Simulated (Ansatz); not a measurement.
**Geometry relaxation, with input and output: GeSi₅ (part 2 of 2)**

The same run, continued: GeSi₅ (P-62m, 6 atoms in the cell); DFT PBE, scalar-relativistic, plane waves, PAW, no spin polarisation (Ansatz 0.2.0); cutoff 420 eV, 12×12×10 k-mesh, Gaussian smearing of 0.1 eV. The structure was made by a generator, so it may or may not be a known phase.

Geometry of the input (Å; fractional positions):
```
4.9859  -0.0000  0.0000
-2.4930  4.3179  0.0000
0.0000  0.0000  4.3178
Si 0.3688  0.3688  0.0000
Si 0.0000  0.6312  0.0000
Si 0.6312  0.0000  0.0000
Si 0.6667  0.3333  0.5000
Si 0.3333  0.6667  0.5000
Ge 0.0000  0.0000  0.5000
```

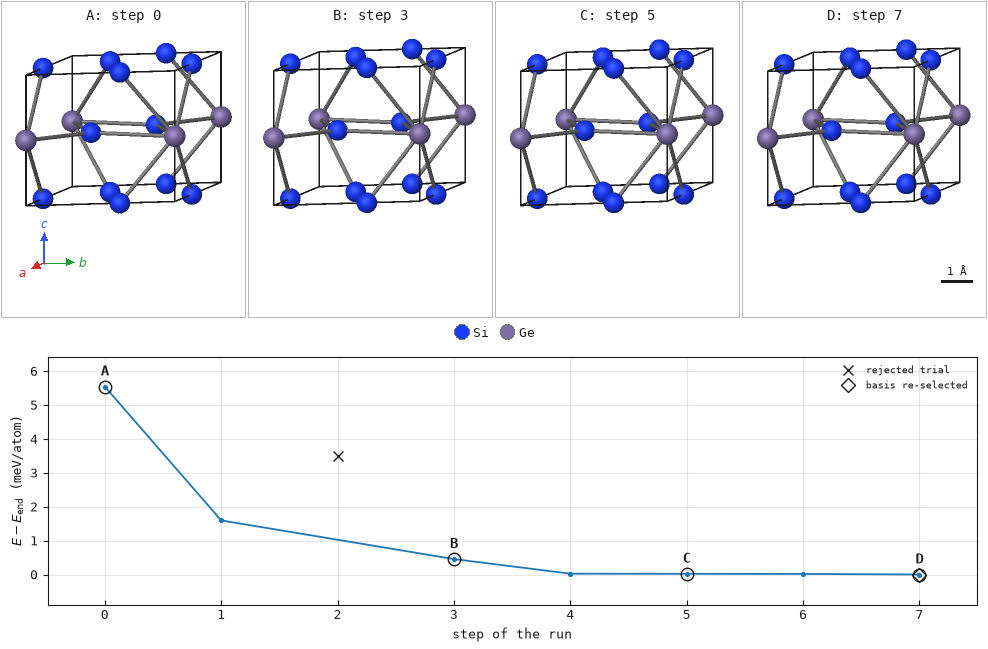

Frames of the relaxation (ball-and-stick view of the cell of the calculation, seen slightly off an axis) above the curves, on which the letters mark them (the first geometry is step 0 here and step 1 in the log).

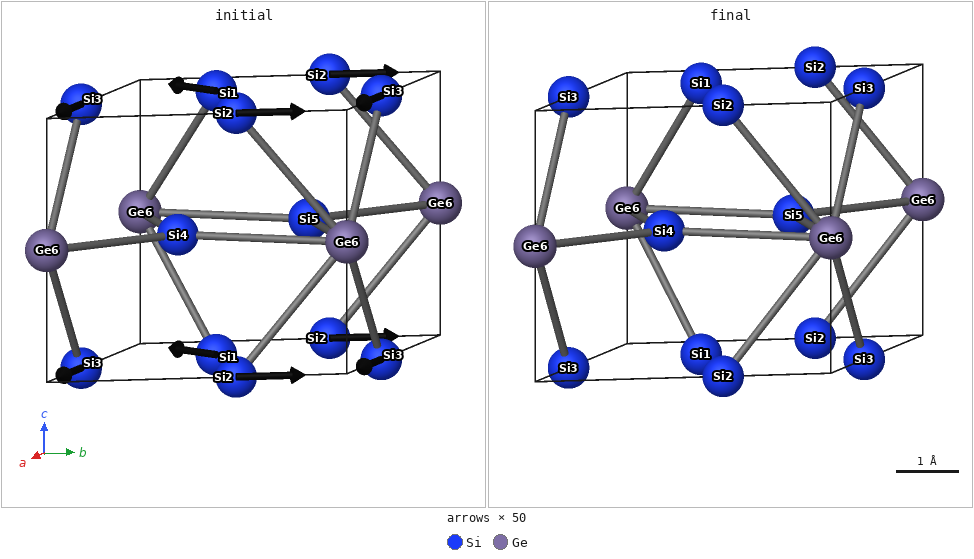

Before (left) and after (right) the relaxation, at one scale (ball-and-stick view of the cell of the calculation, seen slightly off an axis). The black arrows give the displacements (without the part carried along by the change of the cell), magnified 50 times. The largest moves relative to the cell, 0.023 Å, are those of Si1, Si2 and Si3. Ge stays in place. The drawn cell changes as follows: a = b 4.986 → 4.910 Å (−1.5 %), c 4.318 → 4.436 Å (+2.7 %); the volume changes by −0.4 %. Among the contacts that change: Si4–Ge6 2.879 → 2.835 Å, Si1–Ge6 2.836 → 2.849 Å. Among the angles that change: Ge6–Si3–Ge6 99.2° → 102.3°. The space group stays P-62m (No. 189). Over 6 geometry steps the energy falls by 5.5 meV per atom. The largest force component goes from 0.0099 to 0.00057 eV/Å. The pressure goes from 0.07 to 0.00 GPa. The line search rejected the trial step at point 2 (counted from 0) and went back. A last SCF at the same geometry on a re-selected plane-wave basis shifts the energy by next to nothing (0.0 meV per atom). (Atoms are counted from 1 in the order of the input.)

```
basis re-selected at this cell: Δ(F+E_penalty+E_count) = -1.015e-4 eV, ΔP = +0.003 GPa vs the last step (what re-selecting the basis moved, of the pressure what is left beyond the Pulay correction that the steps carried, after the strain that the cell walked since its last selection, with what the two solves' SCF thresholds leave and, on support functions, any second-order correction that the steps lacked; it is no measure of the basis error at this ecutwfc). This SCF's stress stands 2.59e-2 GPa from its target on what of the cell is left free (relax.cell.stress_tol is 5.00e-2 GPa) and its largest allowed force component is 5.70e-4 eV/Å (relax.f_tol is 1.00e-2 eV/Å): within both
SCF converged after 5 iterations
Free energy (F): -7470.886835 eV
Harris-Foulkes:  -7470.886835 eV  (|F-HF|=2.00e-11)
Internal energy: -7470.877210 eV  (E = F + TS)
E sigma→0 (E₀):  -7470.882022 eV
Entropy (-TS):   -0.009625 eV (-1.604 meV/atom)
Fermi energy:    10.580383 eV
--- Per-component energies (eV) ---
  E_band       = -21.337864
  E_kinetic    = 312.676334
  E_local      = -2654.225538  (includes V_loc(G=0)·N_el)
  E_nonlocal   = 543.104602
  E_hartree    = 1198.155959
  E_xc         = -354.961937
  E_vxc        = -302.693619  (∫ρ·V_xc dr)
  E_paw        = -4577.265990  (= ΣΔE_a)
  E_vpaw       = -316.512092  (= ΣTr[D̂ρ^β])
  E_aug_tail   = 0.000410  (compensation charges beyond the density's cutoff)
  E_ewald      = -1938.361051
  E_smearing   = -0.009625  (= −TS)
  E_closure    = -0.000000  (closes the sum)
  Σ components = -7470.886835   (vs F -7470.886835, Δ=0.00e0)
--- Forces (eV/Å), atoms counted from 1 ---
  atom   1  Si     0.00028512     0.00049384    -0.00000000
  atom   2  Si     0.00028512    -0.00049384    -0.00000000
  atom   3  Si    -0.00057024     0.00000000    -0.00000000
  atom   4  Si     0.00000000    -0.00000000     0.00000000
  atom   5  Si     0.00000000    -0.00000000     0.00000000
  atom   6  Ge     0.00000000    -0.00000000     0.00000000
  max |Σ_I F_I| component: 3.19e-17 eV/Å
--- Stress (GPa, compression-positive) ---
       -0.006508      -0.000000       0.000000
       -0.000000      -0.006508      -0.000000
        0.000000      -0.000000       0.025893
  P = ⅓ Tr σ = 0.0043 GPa (0.043 kbar)
--- Band table (eV; the first three rows and the last of 114) ---
  k-point 0: bands = ["-14.1798", "-14.1798", "-14.1699", "-14.1687", "-14.1687", "-3.4892", "3.0955", "3.6545", "4.1647", "4.1815", "4.1815", "4.6436", "5.5773", "5.5773", "10.5158", "10.8203", "11.0326", "11.0326", "11.3307", "11.3307", "11.5010", "11.5010", "11.5133"]
  k-point 1: bands = ["-14.1798", "-14.1798", "-14.1697", "-14.1688", "-14.1688", "-3.4152", "2.3130", "3.7257", "4.1947", "4.2536", "4.2536", "5.5939", "5.6487", "5.6487", "9.3579", "9.9112", "9.9112", "10.2917", "10.9147", "10.9147", "12.0965", "12.6612", "12.6612"]
  k-point 2: bands = ["-14.1798", "-14.1798", "-14.1690", "-14.1690", "-14.1690", "-3.1934", "1.1699", "3.9390", "4.3793", "4.4693", "4.4693", "5.8623", "5.8623", "7.1401", "8.1863", "8.7415", "8.7415", "9.1074", "9.9731", "9.9731", "13.6178", "14.1677", "14.1677"]
  k-point 113: bands = ["-14.1792", "-14.1792", "-14.1700", "-14.1700", "-14.1663", "0.7166", "0.7755", "0.7755", "1.0232", "1.0232", "1.9073", "8.5019", "8.8804", "8.8804", "9.0580", "9.0580", "9.0928", "14.6758", "14.6758", "14.7627", "14.7627", "15.0097", "15.1806"]
--- Relaxed structure (7 steps of the walk, 6 accepted, 1 SCFs on fresh bases) ---
  F+E_penalty+E_count = -7470.88683500 eV   max|allowed force component| = 5.702e-4 eV/Å   (the final SCF, on the basis selected at the relaxed cell)
  cell:  # Å, volume = 92.6019 Å³
    - [4.909723590754413, -2.8775925002550878e-9, 6.516178482775903e-28]
    - [-2.4548617928851386, 4.251945356591872, -9.628399891801673e-19]
    - [-3.585187144658643e-33, -9.628179825706884e-19, 4.435831486090815]
  atoms:
    - { symbol: Si, position: [0.36405332211862335, 0.3640533221186233, 8.792673415195559e-20] }
    - { symbol: Si, position: [5.551115123125783e-17, 0.6359466778813768, -8.792673421146154e-20] }
    - { symbol: Si, position: [0.6359466778813767, -1.4084807540489022e-19, 5.950637557688348e-29] }
    - { symbol: Si, position: [0.6666666666666669, 0.33333333333333337, 0.5000000000000001] }
    - { symbol: Si, position: [0.33333333333333337, 0.6666666666666667, 0.5000000000000001] }
    - { symbol: Ge, position: [8.448012274008755e-20, -5.574157323056853e-20, 0.5000000000000001] }
```

### Trajectory as extended XYZ (Å, eV, eV/Å), 8 frames, from step=1 to step=8
```
6
Lattice="4.9859 0.0000 0.0000 -2.4930 4.3179 0.0000 0.0000 0.0000 4.3178" Properties=species:S:1:pos:R:3:forces:R:3 step=1 energy=-7470.85358 pressure_GPa=0.07
Si    0.9194    1.5925    0.0000   -0.0049  -0.0085   0.0000
Si   -1.5735    2.7254    0.0000   -0.0049   0.0085   0.0000
Si    3.1471    0.0000    0.0000    0.0099   0.0000   0.0000
Si    2.4930    1.4393    2.1589    0.0000   0.0000   0.0000
Si    0.0000    2.8786    2.1589    0.0000   0.0000   0.0000
Ge    0.0000    0.0000    2.1589    0.0000   0.0000   0.0000
6
Lattice="4.9366 0.0000 0.0000 -2.4683 4.2752 0.0000 0.0000 0.0000 4.3777" Properties=species:S:1:pos:R:3:forces:R:3 step=2 energy=-7470.87726 pressure_GPa=0.33
Si    0.9053    1.5681    0.0000   -0.0076  -0.0132   0.0000
Si   -1.5629    2.7071    0.0000   -0.0076   0.0132   0.0000
Si    3.1259    0.0000    0.0000    0.0153   0.0000   0.0000
Si    2.4683    1.4251    2.1888    0.0000   0.0000   0.0000
Si    0.0000    2.8501    2.1888    0.0000   0.0000   0.0000
Ge    0.0000    0.0000    2.1888    0.0000   0.0000   0.0000
6
Lattice="4.8930 0.0000 0.0000 -2.4465 4.2375 0.0000 0.0000 0.0000 4.5366" Properties=species:S:1:pos:R:3:forces:R:3 step=3 energy=-7470.86579 pressure_GPa=-1.42 accepted=F
Si    0.8800    1.5242    0.0000    0.0103   0.0178   0.0000
Si   -1.5665    2.7132    0.0000    0.0103  -0.0178   0.0000
Si    3.1330    0.0000    0.0000   -0.0206   0.0000   0.0000
Si    2.4465    1.4125    2.2683    0.0000   0.0000   0.0000
Si    0.0000    2.8250    2.2683    0.0000   0.0000   0.0000
Ge    0.0000    0.0000    2.2683    0.0000   0.0000   0.0000
6
Lattice="4.8865 0.0000 0.0000 -2.4433 4.2318 0.0000 0.0000 0.0000 4.4551" Properties=species:S:1:pos:R:3:forces:R:3 step=4 energy=-7470.88411 pressure_GPa=0.34
Si    0.8861    1.5348    0.0000   -0.0017  -0.0029   0.0000
Si   -1.5572    2.6971    0.0000   -0.0017   0.0029   0.0000
Si    3.1143    0.0000    0.0000    0.0034   0.0000   0.0000
Si    2.4433    1.4106    2.2275    0.0000   0.0000   0.0000
Si    0.0000    2.8212    2.2275    0.0000   0.0000   0.0000
Ge    0.0000    0.0000    2.2275    0.0000   0.0000   0.0000
6
Lattice="4.9087 0.0000 0.0000 -2.4544 4.2511 0.0000 0.0000 0.0000 4.4315" Properties=species:S:1:pos:R:3:forces:R:3 step=5 energy=-7470.88669 pressure_GPa=0.12
Si    0.8936    1.5477    0.0000   -0.0002  -0.0004   0.0000
Si   -1.5608    2.7034    0.0000   -0.0002   0.0004   0.0000
Si    3.1216    0.0000    0.0000    0.0004   0.0000   0.0000
Si    2.4544    1.4170    2.2157    0.0000   0.0000   0.0000
Si    0.0000    2.8341    2.2157    0.0000   0.0000   0.0000
Ge    0.0000    0.0000    2.2157    0.0000   0.0000   0.0000
6
Lattice="4.9102 0.0000 0.0000 -2.4551 4.2523 0.0000 0.0000 0.0000 4.4374" Properties=species:S:1:pos:R:3:forces:R:3 step=6 energy=-7470.88671 pressure_GPa=-0.05
Si    0.8935    1.5476    0.0000    0.0011   0.0018   0.0000
Si   -1.5616    2.7048    0.0000    0.0011  -0.0018   0.0000
Si    3.1232    0.0000    0.0000   -0.0021   0.0000   0.0000
Si    2.4551    1.4174    2.2187    0.0000   0.0000   0.0000
Si    0.0000    2.8349    2.2187    0.0000   0.0000   0.0000
Ge    0.0000    0.0000    2.2187    0.0000   0.0000   0.0000
6
Lattice="4.9097 0.0000 0.0000 -2.4549 4.2519 0.0000 0.0000 0.0000 4.4358" Properties=species:S:1:pos:R:3:forces:R:3 step=7 energy=-7470.88673 pressure_GPa=0.00
Si    0.8937    1.5479    0.0000    0.0003   0.0005   0.0000
Si   -1.5612    2.7040    0.0000    0.0003  -0.0005   0.0000
Si    3.1223    0.0000    0.0000   -0.0006   0.0000   0.0000
Si    2.4549    1.4173    2.2179    0.0000   0.0000   0.0000
Si    0.0000    2.8346    2.2179    0.0000   0.0000   0.0000
Ge    0.0000    0.0000    2.2179    0.0000   0.0000   0.0000
6
Lattice="4.9097 0.0000 0.0000 -2.4549 4.2519 0.0000 0.0000 0.0000 4.4358" Properties=species:S:1:pos:R:3:forces:R:3 step=8 energy=-7470.88684 pressure_GPa=0.00
Si    0.8937    1.5479    0.0000    0.0003   0.0005   0.0000
Si   -1.5612    2.7040    0.0000    0.0003  -0.0005   0.0000
Si    3.1223    0.0000    0.0000   -0.0006   0.0000   0.0000
Si    2.4549    1.4173    2.2179    0.0000   0.0000   0.0000
Si    0.0000    2.8346    2.2179    0.0000   0.0000   0.0000
Ge    0.0000    0.0000    2.2179    0.0000   0.0000   0.0000
```

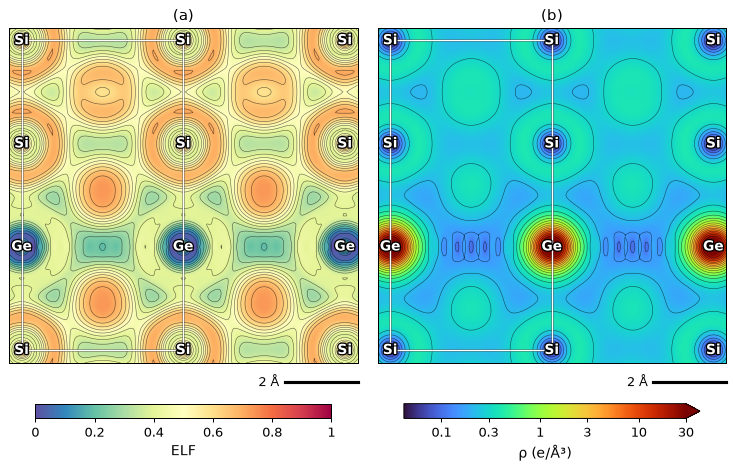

(a) electron localisation function; (b) valence charge density (pseudo) on the (110) plane of the conventional cell. The section cuts through Si and Ge sites. Si–Ge (2.83 Å): ρ is about 0.24 e/Å³ halfway; the ELF peaks at about 0.70 in the valence shell of Si, 0.9 Å from its nucleus, and drops to about 0.40 between the two atoms. Away from the nuclei the density in this plane falls to 0.1 e/Å³ at its lowest. The fields are those of the smooth PAW valence density.

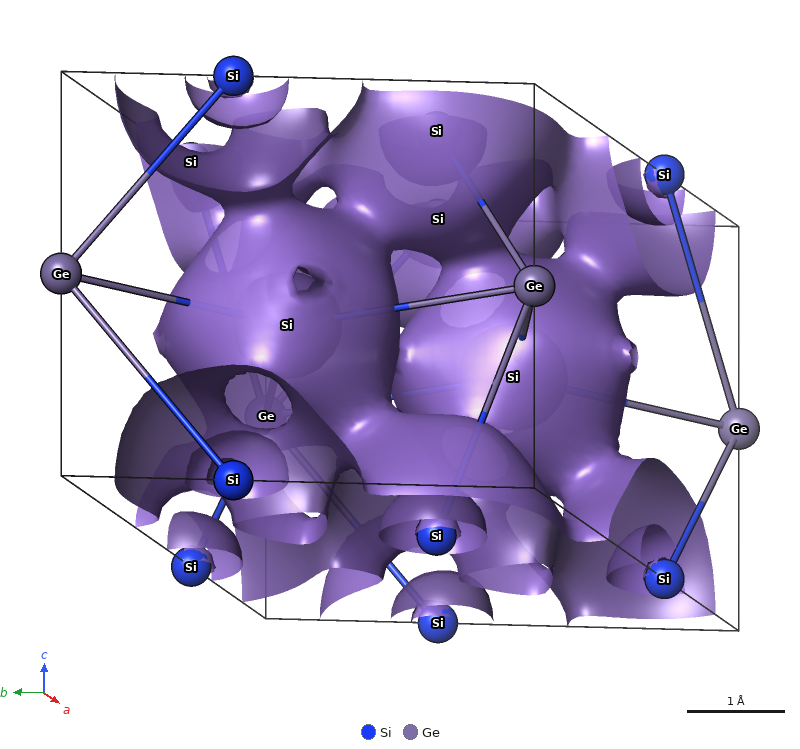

Isosurface of the electron localisation function at 0.5 (purple), seen at an oblique angle. Only the valence region is drawn (cores and ρ < 0.01 e/Å³ removed). Sticks mark near contacts. The outline is the cell set on symmetry axes. Values along the shortest contacts: Si–Ge (2.83 Å): the ELF peaks at about 0.70 in the valence shell of Si, 0.9 Å from its nucleus, and drops to about 0.40 between the two atoms.
